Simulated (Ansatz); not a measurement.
Geometry relaxation, with input and output: Si

- system: Si (P6/mmm, 1 atom in the cell)
- method: DFT, PBE, PAW with Ansatz's default frozen-core files, scalar-relativistic, no spin polarisation (Ansatz 0.2.0)

The structure was built on a prototype by a generator; it need not be a known phase. It belongs to a series of runs on one base structure; here: cell relaxed at zero pressure. Figures and captions count atoms from 1; the log counts them from 0 in places.

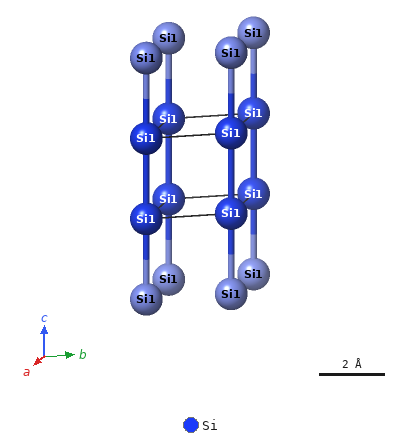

The input geometry (ball-and-stick view of the cell of the calculation, seen slightly off an axis; neighbours outside the cell are drawn fainter; atoms are numbered from 1 in the order of the input).

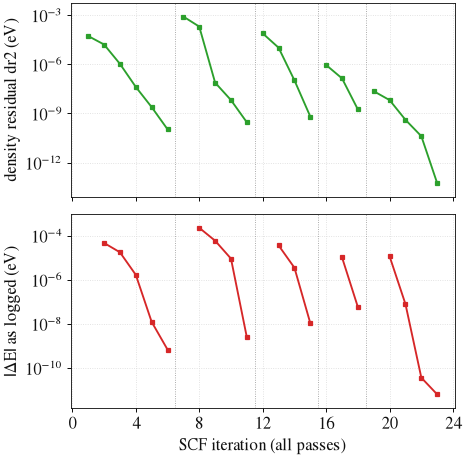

Convergence of the self-consistent field: density residual dr2 and size of the energy change against the SCF iteration. The dotted lines part the SCF passes of the relaxation: geometry steps, rejected trials and re-solves on a re-selected basis. The 5 passes take 3 to 6 iterations each, 23 in all.

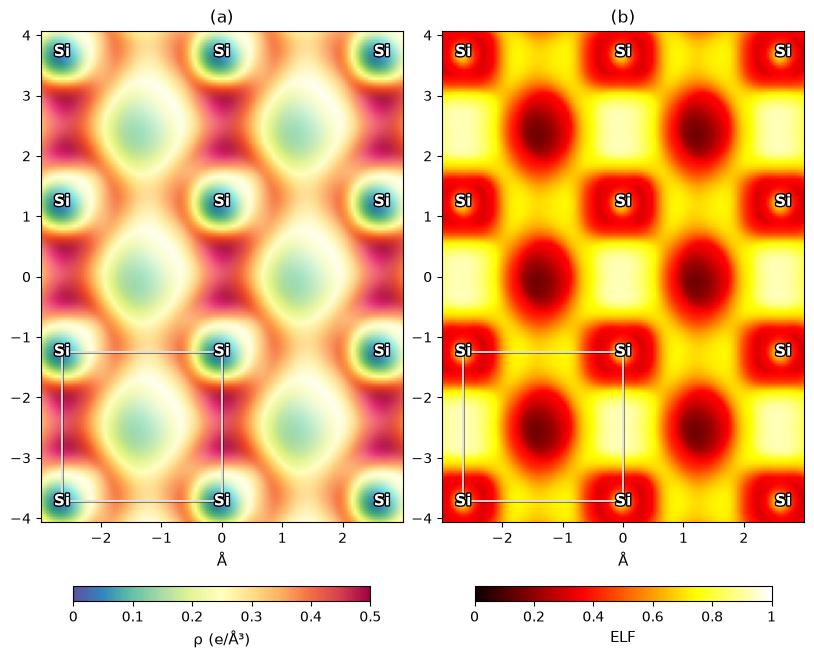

(a) valence pseudo-density; (b) electron localisation function on the (010) plane of the conventional cell. The section cuts through Si sites. Away from the nuclei the density in this plane falls to 0.13 e/Å³ at its lowest. Core electrons are frozen (PAW), so the fields are smoothed inside the atomic spheres.

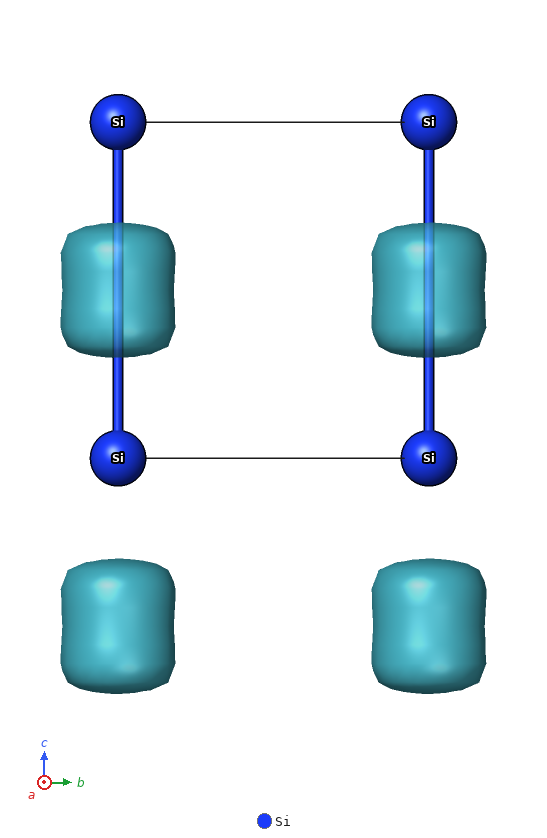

Isosurface of the electron localisation function at 0.8 (cyan), seen along the a axis. Core shells and regions of very low density are left out. Sticks mark near contacts. The outline is the cell set on symmetry axes. The ELF exceeds this value in one region between bonded Si–Si atoms (shared pairs), counted in one cell of 1 atoms. Profiles from the grid: Si–Si (2.48 Å): the ELF peaks at about 0.90 between the atoms, which marks localised, shared-pair bonding.

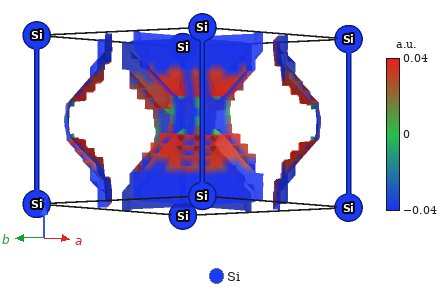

Non-covalent interaction (NCI) plot: the surface where the reduced density gradient is 0.5, for densities under 0.05 a.u., coloured by sign(λ₂)ρ; seen at an oblique angle. The outline is the cell set on symmetry axes. Extended surface: van der Waals contact with attractive (blue) spots.

The input that produced these results follows, with the program's output.

## Input file
```yaml
crystal:
  lattice:
    - [2.7342083938, 0.0, 0.0]
    - [-1.3671041969, 2.3678939283, 0.0]
    - [0.0, 0.0, 2.5701558902]
  atoms:
    - { symbol: Si, position: [0.0, 0.0, 0.0] }
kpoints:
  mp_grid: { grid: [16, 16, 15] }
scf:
  occupations: { method: fermi_dirac, width: 0.08 }
hamiltonian:
  xc: pbe
  pseudopotentials: { kind: paw }
output:
  forces: true
  stress: true
  write_density: true
  write_potential: true
  elf: true
  volumetric_format: npy
relax:
  f_tol: 0.005
  max_steps: 40
  cell: {}
```

Launched with:
```bash
ansatz run input.yaml --threads 1 --pin off --max-ram 2048MiB --backend cpu --events-out ev --progress --plain --runs-dir out
```

## Log
```
Engine: ansatz 0.2.0, x86_64-unknown-linux-gnu
Pseudopotentials: kind: paw
Pseudopotential: Si, paw, valence charge 4, recommended cutoff 420 eV (normal), Si.paw.azcp
Functional definition: PBE
  parameter kappa = 0.804
  parameter beta = 0.06672455060314922
  exchange = pbe_x(kappa = kappa, mu = beta*pi^2/3)
  correlation = pbe_c(beta = beta)
Crystal: 1 atoms, lattice volume = 16.640 Å³
Basis set: ecut = 420 eV, 327 PW (Γ), exchange–correlation on 40×40×36 points (8 copies of the dense FFT grid, shifted against one another)
Bands: 6, of which v1, the nominal top of the filled ones, is band 2 counted from 1 (1 counted from 0)
Symmetry: 24 space group operations
Space group: P6/mmm (ITA 191), of the structure as read, at distance tolerance 2.6e-5 Å
k-points: 240 of 3840
Non-local potential: Si, projectors of the file, l = 0: 2, l = 1: 2, l = 2: 2
PAW form: soft (Blöchl's): semilocal exchange-correlation on the pseudo side does not see the compensation charge
PAW one-centre angular grid: Si, 110 points (default); XC on 64 Gauss nodes
Initial density: superposition of atomic densities (neutral atoms: chi_scale 0, normalization atom), corrected by the library's trained network
Initial wavefunctions: pseudopotential atomic-orbital guess
Functional: x = pbe(κ = 0.804, μ = 0.2195149727645171), c = pbe(β = 0.06672455060314922)
SCF iter   1: F=—  HF=-635.460696 eV  |F-HF|=—  |Δ(HF+E_count)|=         —  Δρ=8.50e-4  dr2=5.34e-5  ethr=1.77e-3  ⟨swp⟩=5.1  Hψ=13458  notcnv=0
preconditioner: auto → none  [metal: Δε(μ)=0.023 eV  Ē_g=12.883 eV  σ=0.080 eV  W_gap=0.07  n_scr=0 (ndim 8)  ℏωp=18.2 eV  f_vac=0.000  D(μ)=0.51/eV (n_scr^D=0)]
SCF iter   2: F=—  HF=-635.460742 eV  |F-HF|=—  |Δ(HF+E_count)|=   4.64e-5  Δρ=4.56e-4  dr2=1.62e-5  ethr=1.34e-6  ⟨swp⟩=2.0  Hψ=3660  notcnv=0
SCF iter   3: F=—  HF=-635.460760 eV  |F-HF|=—  |Δ(HF+E_count)|=   1.75e-5  Δρ=1.26e-4  dr2=1.07e-6  ethr=4.06e-7  ⟨swp⟩=1.0  Hψ=1419  notcnv=0
iter 4 did not close the SCF: its close was put off for the readings that it lacked (scf_convergence_deferred on its scf_iter line)
SCF iter   4: F=-635.460761 eV  HF=-635.460761 eV  |F-HF|=1.52e-8  |Δ(HF+E_count)|=   1.66e-6  Δρ=1.50e-5  dr2=4.18e-8  ethr=2.66e-8  ⟨swp⟩=1.7  Hψ=1753  notcnv=0
iter 5 did not close the SCF: its close was put off for the readings that it lacked (scf_convergence_deferred on its scf_iter line)
SCF iter   5: F=-635.460761 eV  HF=-635.460761 eV  |F-HF|=9.14e-10  |Δ(HF+E_count)|=   1.22e-8  Δρ=3.57e-6  dr2=2.45e-9  ethr=1.04e-9  ⟨swp⟩=1.1  Hψ=1438  notcnv=0
SCF iter   6: F=-635.460761 eV  HF=-635.460761 eV  |F-HF|=4.25e-11  |Δ(HF+E_count)|=  6.77e-10  Δρ=7.32e-7  dr2=1.09e-10  ethr=6.12e-11  ⟨swp⟩=4.7  Hψ=5358  notcnv=0
SCF 1 converged in 6 iterations: F = -635.460761 eV  dr2 = 1.09e-10
  greatest PAW one-centre occupation: 0.656 electrons in one spin orbital (limit 2), on the Si atom at site 0 (counted from 0), in its partial waves of l = 0
relax step   1: F+E_penalty+E_count = -635.46076137 eV  Δ(F+E_penalty+E_count) = +0.000e0 eV  max|allowed force component| = 0.000e0 eV/Å  Δτ_max = 0.0000 Å  P = -8.403 GPa  Ω = 16.640 Å³  (6 SCF iters, dr2 threshold 1.00e-7 eV, accepted)
Crystal: 1 atoms, lattice volume = 15.201 Å³
Basis set: ecut = 420 eV, 315 PW (Γ), exchange–correlation on 40×40×36 points (8 copies of the dense FFT grid, shifted against one another)
Initial density: handed on by an earlier stage of this run
Initial wavefunctions: those handed on with the density
iter 1 solved again at ethr=2.01e-5 eV; its pass at ethr=3.10e-3 eV (dr2=8.05e-4 eV) is discarded
SCF iter   1: F=—  HF=-635.506430 eV  |F-HF|=—  |Δ(HF+E_count)|=         —  Δρ=2.89e-3  dr2=8.20e-4  ethr=2.01e-5  ⟨swp⟩=1.0  Hψ=14947  notcnv=0
preconditioner: auto → none  [metal: Δε(μ)=0.073 eV  Ē_g=13.608 eV  σ=0.080 eV  W_gap=0.23  n_scr=0 (ndim 8)  ℏωp=19.0 eV  f_vac=0.000  D(μ)=0.40/eV (n_scr^D=0)]
SCF iter   2: F=—  HF=-635.506204 eV  |F-HF|=—  |Δ(HF+E_count)|=   2.26e-4  Δρ=1.44e-3  dr2=2.01e-4  ethr=2.01e-5  ⟨swp⟩=1.0  Hψ=1440  notcnv=0
SCF iter   3: F=—  HF=-635.506145 eV  |F-HF|=—  |Δ(HF+E_count)|=   5.86e-5  Δρ=3.73e-5  dr2=7.64e-8  ethr=5.03e-6  ⟨swp⟩=1.2  Hψ=1496  notcnv=0
SCF iter   4: F=—  HF=-635.506136 eV  |F-HF|=—  |Δ(HF+E_count)|=   9.03e-6  Δρ=1.22e-5  dr2=6.57e-9  ethr=1.91e-9  ⟨swp⟩=5.1  Hψ=6113  notcnv=0
SCF iter   5: F=-635.506136 eV  HF=-635.506136 eV  |F-HF|=6.34e-11  |Δ(HF+E_count)|=   2.45e-9  Δρ=2.03e-6  dr2=2.90e-10  ethr=1.64e-10  ⟨swp⟩=4.2  Hψ=5566  notcnv=0
SCF 2 converged in 5 iterations: F = -635.506136 eV  dr2 = 2.90e-10
  greatest PAW one-centre occupation: 0.651 electrons in one spin orbital (limit 2), on the Si atom at site 0 (counted from 0), in its partial waves of l = 0
relax step   2: F+E_penalty+E_count = -635.50613590 eV  Δ(F+E_penalty+E_count) = -4.537e-2 eV  max|allowed force component| = 0.000e0 eV/Å  Δτ_max = 0.0000 Å  P = -0.965 GPa  Ω = 15.201 Å³  energy of the carried Pulay correction = +2.444e-4 eV  (5 SCF iters, dr2 threshold 1.00e-7 eV, accepted)
Crystal: 1 atoms, lattice volume = 15.037 Å³
Basis set: ecut = 420 eV, 279 PW (Γ), exchange–correlation on 40×40×36 points (8 copies of the dense FFT grid, shifted against one another)
iter 1 solved again at ethr=1.89e-6 eV; its pass at ethr=3.10e-3 eV (dr2=7.56e-5 eV) is discarded
SCF iter   1: F=—  HF=-635.506847 eV  |F-HF|=—  |Δ(HF+E_count)|=         —  Δρ=7.53e-4  dr2=7.74e-5  ethr=1.89e-6  ⟨swp⟩=1.3  Hψ=13828  notcnv=0
preconditioner: auto → none  [metal: Δε(μ)=0.024 eV  Ē_g=13.699 eV  σ=0.080 eV  W_gap=0.07  n_scr=0 (ndim 8)  ℏωp=19.2 eV  f_vac=0.000  D(μ)=0.40/eV (n_scr^D=0)]
SCF iter   2: F=—  HF=-635.506811 eV  |F-HF|=—  |Δ(HF+E_count)|=   3.61e-5  Δρ=2.96e-4  dr2=1.04e-5  ethr=1.89e-6  ⟨swp⟩=1.0  Hψ=1440  notcnv=0
SCF iter   3: F=—  HF=-635.506808 eV  |F-HF|=—  |Δ(HF+E_count)|=   3.49e-6  Δρ=3.24e-5  dr2=1.06e-7  ethr=2.59e-7  ⟨swp⟩=1.8  Hψ=1815  notcnv=0
SCF iter   4: F=-635.506808 eV  HF=-635.506808 eV  |F-HF|=2.21e-10  |Δ(HF+E_count)|=   1.07e-8  Δρ=2.26e-6  dr2=6.50e-10  ethr=2.50e-9  ⟨swp⟩=6.7  Hψ=4852  notcnv=0
SCF 3 converged in 4 iterations: F = -635.506808 eV  dr2 = 6.50e-10
relax step   3: F+E_penalty+E_count = -635.50680756 eV  Δ(F+E_penalty+E_count) = -6.717e-4 eV  max|allowed force component| = 0.000e0 eV/Å  Δτ_max = 0.0000 Å  P = +0.232 GPa  Ω = 15.037 Å³  energy of the carried Pulay correction = +2.720e-4 eV  (4 SCF iters, dr2 threshold 1.00e-7 eV, accepted)
Crystal: 1 atoms, lattice volume = 15.069 Å³
Basis set: ecut = 420 eV, 291 PW (Γ), exchange–correlation on 40×40×36 points (8 copies of the dense FFT grid, shifted against one another)
iter 1 solved again at ethr=2.26e-8 eV; its pass at ethr=3.10e-3 eV (dr2=9.02e-7 eV) is discarded
SCF iter   1: F=—  HF=-635.506841 eV  |F-HF|=—  |Δ(HF+E_count)|=         —  Δρ=7.65e-5  dr2=9.09e-7  ethr=2.26e-8  ⟨swp⟩=2.0  Hψ=14076  notcnv=0
preconditioner: auto → none  [metal: Δε(μ)=0.016 eV  Ē_g=13.681 eV  σ=0.080 eV  W_gap=0.05  n_scr=0 (ndim 8)  ℏωp=19.1 eV  f_vac=0.000  D(μ)=0.40/eV (n_scr^D=0)]
SCF iter   2: F=—  HF=-635.506830 eV  |F-HF|=—  |Δ(HF+E_count)|=   1.03e-5  Δρ=3.31e-5  dr2=1.39e-7  ethr=2.26e-8  ⟨swp⟩=1.0  Hψ=1448  notcnv=0
SCF iter   3: F=-635.506830 eV  HF=-635.506830 eV  |F-HF|=1.02e-10  |Δ(HF+E_count)|=   5.74e-8  Δρ=4.41e-6  dr2=1.76e-9  ethr=2.50e-9  ⟨swp⟩=6.7  Hψ=4926  notcnv=0
SCF 4 converged in 3 iterations: F = -635.506830 eV  dr2 = 1.76e-9
relax step   4: F+E_penalty+E_count = -635.50683016 eV  Δ(F+E_penalty+E_count) = -2.260e-5 eV  max|allowed force component| = 0.000e0 eV/Å  Δτ_max = 0.0000 Å  P = +0.010 GPa  Ω = 15.069 Å³  energy of the carried Pulay correction = +2.661e-4 eV  (3 SCF iters, dr2 threshold 1.00e-7 eV, accepted)
Basis set: ecut = 420 eV, 291 PW (Γ), exchange–correlation on 36×36×36 points (8 copies of the dense FFT grid, shifted against one another)
Initial wavefunctions: pseudopotential atomic-orbital guess (no wavefunctions were taken with the density)
iter 1 solved again at ethr=9.27e-8 eV; its pass at ethr=3.10e-3 eV (dr2=3.71e-6 eV) is discarded
SCF iter   1: F=—  HF=-635.506699 eV  |F-HF|=—  |Δ(HF+E_count)|=         —  Δρ=4.23e-5  dr2=2.29e-8  ethr=9.27e-8  ⟨swp⟩=3.0  Hψ=17751  notcnv=0
preconditioner: auto → none  [metal: Δε(μ)=0.016 eV  Ē_g=13.682 eV  σ=0.080 eV  W_gap=0.05  n_scr=0 (ndim 8)  ℏωp=19.1 eV  f_vac=0.000  D(μ)=0.40/eV (n_scr^D=0)]
SCF iter   2: F=—  HF=-635.506688 eV  |F-HF|=—  |Δ(HF+E_count)|=   1.14e-5  Δρ=2.18e-5  dr2=6.56e-9  ethr=5.72e-10  ⟨swp⟩=2.0  Hψ=1924  notcnv=0
SCF iter   3: F=—  HF=-635.506688 eV  |F-HF|=—  |Δ(HF+E_count)|=   7.80e-8  Δρ=1.77e-6  dr2=4.11e-10  ethr=1.64e-10  ⟨swp⟩=2.0  Hψ=1920  notcnv=0
SCF iter   4: F=—  HF=-635.506688 eV  |F-HF|=—  |Δ(HF+E_count)|=  3.58e-11  Δρ=5.81e-7  dr2=4.11e-11  ethr=1.03e-11  ⟨swp⟩=1.0  Hψ=1451  notcnv=0
SCF iter   5: F=-635.506688 eV  HF=-635.506688 eV  |F-HF|=1.14e-13  |Δ(HF+E_count)|=  6.25e-12  Δρ=3.07e-8  dr2=5.57e-14  ethr=1.00e-12  ⟨swp⟩=4.9  Hψ=4072  notcnv=0
SCF 5 converged in 5 iterations: F = -635.506688 eV  dr2 = 5.57e-14
relax step   5: F+E_penalty+E_count = -635.50668799 eV  Δ(F+E_penalty+E_count) = +1.422e-4 eV  max|allowed force component| = 0.000e0 eV/Å  Δτ_max = 0.0000 Å  P = -0.015 GPa  Ω = 15.069 Å³  stress off target by 4.53e-2 GPa  SCF on the basis re-selected at this cell (its energy is not comparable with the rows above)  (5 SCF iters)
basis re-selected at this cell: Δ(F+E_penalty+E_count) = +1.422e-4 eV, ΔP = -0.024 GPa vs the last step (what re-selecting the basis moved, of the pressure what is left beyond the Pulay correction that the steps carried, after the strain that the cell walked since its last selection, with what the two solves' SCF thresholds leave and, on support functions, any second-order correction that the steps lacked; it is no measure of the basis error at this ecutwfc). The dense FFT grid was sized anew with the basis: this SCF ran on 18×18×18 points, the steps before it on 20×20×18, so part of this shift can come from that change (see relax.cell in the input reference). This SCF's stress stands 4.53e-2 GPa from its target on what of the cell is left free (relax.cell.stress_tol is 5.00e-2 GPa) and its largest allowed force component is 0.00e0 eV/Å (relax.f_tol is 5.00e-3 eV/Å): within both
SCF converged after 5 iterations
Free energy (F): -635.506688 eV
Harris-Foulkes:  -635.506688 eV  (|F-HF|=1.14e-13)
Internal energy: -635.498098 eV  (E = F + TS)
E sigma→0 (E₀):  -635.502393 eV
Entropy (-TS):   -0.008590 eV (-8.590 meV/atom)
Fermi energy:    9.881273 eV
--- Per-component energies (eV) ---
  E_band       = 17.479912
  E_kinetic    = 41.029803
  E_local      = -1.364948  (includes V_loc(G=0)·N_el)
  E_nonlocal   = 25.393683
  E_hartree    = 1.088902
  E_xc         = -55.826956
  E_vxc        = -47.620600  (∫ρ·V_xc dr)
  E_paw        = -512.401673  (= ΣΔE_a)
  E_vpaw       = -2.135836  (= ΣTr[D̂ρ^β])
  E_aug_tail   = 0.000006  (compensation charges beyond the density's cutoff)
  E_ewald      = -133.416915
  E_smearing   = -0.008590  (= −TS)
  E_closure    = -0.000000  (closes the sum)
  Σ components = -635.506688   (vs F -635.506688, Δ=0.00e0)
--- Forces (eV/Å), atoms counted from 1 ---
  atom   1  Si     0.00000000     0.00000000     0.00000000
  max |Σ_I F_I| component: 2.57e-34 eV/Å
--- Stress (GPa, compression-positive) ---
        0.000881       0.000000      -0.000000
       -0.000000       0.000881       0.000000
       -0.000000       0.000000      -0.045324
  P = ⅓ Tr σ = -0.0145 GPa (-0.145 kbar)
--- Band table (eV; the first three rows and the last of 240) ---
  k-point 0: bands = ["-4.0167", "17.4099", "17.8587", "19.8710", "19.8710", "21.9838"]
  k-point 1: bands = ["-3.9137", "15.1866", "19.9517", "19.9517", "20.0264", "22.0666"]
  k-point 2: bands = ["-3.6056", "12.7925", "20.1933", "20.1933", "22.2136", "22.3109"]
  k-point 239: bands = ["8.1155", "8.7909", "9.6338", "11.1139", "13.5105", "14.4960"]
--- Relaxed structure (4 steps of the walk, 4 accepted, 1 SCFs on fresh bases) ---
  F+E_penalty+E_count = -635.50668799 eV   max|allowed force component| = 0.000e0 eV/Å   (the final SCF, on the basis selected at the relaxed cell)
  cell:  # Å, volume = 15.0690 Å³
    - [2.648831249640972, 0.0, 4.950308129781487e-33]
    - [-1.324415624820486, 2.293955152527162, -1.5224668211237652e-33]
    - [4.45940257359985e-33, 0.0, 2.479956612572425]
  atoms:
    - { symbol: Si, position: [0.0, 0.0, 0.0] }
```

## File rho_z.tsv
```
# z_ang	rho[e/angstrom^3]
# format = ansatz-planar-average/11
# lattice	2.648831250	0.000000000	0.000000000
# lattice	-1.324415625	2.293955153	-0.000000000
# lattice	0.000000000	0.000000000	2.479956613
# sites	1
# site	14	0.000000000	0.000000000	0.000000000
0.000000	3.161875e-1
0.137775	3.142311e-1
0.275551	3.087153e-1
0.413326	2.996077e-1
0.551101	2.853275e-1
0.688877	2.646942e-1
0.826652	2.401698e-1
0.964428	2.175612e-1
1.102203	2.022021e-1
1.239978	1.968285e-1
1.377754	2.022021e-1
1.515529	2.175612e-1
1.653304	2.401698e-1
1.791080	2.646942e-1
1.928855	2.853275e-1
2.066631	2.996077e-1
2.204406	3.087153e-1
2.342181	3.142311e-1
```

## Trajectory as extended XYZ (Å, eV, eV/Å), 5 frames, from step=1 to step=5
```
1
Lattice="2.7342 0.0000 0.0000 -1.3671 2.3679 0.0000 0.0000 0.0000 2.5702" Properties=species:S:1:pos:R:3:forces:R:3 step=1 energy=-635.46076 pressure_GPa=-8.40
Si    0.0000    0.0000    0.0000    0.0000   0.0000   0.0000
1
Lattice="2.6515 0.0000 0.0000 -1.3258 2.2963 0.0000 0.0000 0.0000 2.4966" Properties=species:S:1:pos:R:3:forces:R:3 step=2 energy=-635.50614 pressure_GPa=-0.96
Si    0.0000    0.0000    0.0000    0.0000   0.0000   0.0000
1
Lattice="2.6464 0.0000 0.0000 -1.3232 2.2918 0.0000 0.0000 0.0000 2.4793" Properties=species:S:1:pos:R:3:forces:R:3 step=3 energy=-635.50681 pressure_GPa=0.23
Si    0.0000    0.0000    0.0000    0.0000   0.0000   0.0000
1
Lattice="2.6488 0.0000 0.0000 -1.3244 2.2940 0.0000 0.0000 0.0000 2.4800" Properties=species:S:1:pos:R:3:forces:R:3 step=4 energy=-635.50683 pressure_GPa=0.01
Si    0.0000    0.0000    0.0000    0.0000   0.0000   0.0000
1
Lattice="2.6488 0.0000 0.0000 -1.3244 2.2940 0.0000 0.0000 0.0000 2.4800" Properties=species:S:1:pos:R:3:forces:R:3 step=5 energy=-635.50669 pressure_GPa=-0.01
Si    0.0000    0.0000    0.0000    0.0000   0.0000   0.0000
```

## Summary

| quantity | value |
| --- | --- |
| outcome | converged |
| space group (tolerance 0.01 Å) | P6/mmm (191) |
| electrons treated | 4 |
| free energy | −635.5067 eV |
| Fermi energy | 9.881 eV |
| pressure | −0.01 GPa |
| final volume | 15.07 Å³ |
| largest force (length of the vector) at the end | under 0.001 eV/Å |
| final cell | a = 2.649 Å, b = 2.649 Å, c = 2.480 Å, α = 90.00°, β = 90.00°, γ = 120.00° |
| hardware | 1 thread of Intel Xeon (Granite Rapids), 32 GiB of memory available, shared host |
| wall time | 3.7 s |
| peak memory | 0.35 GiB |
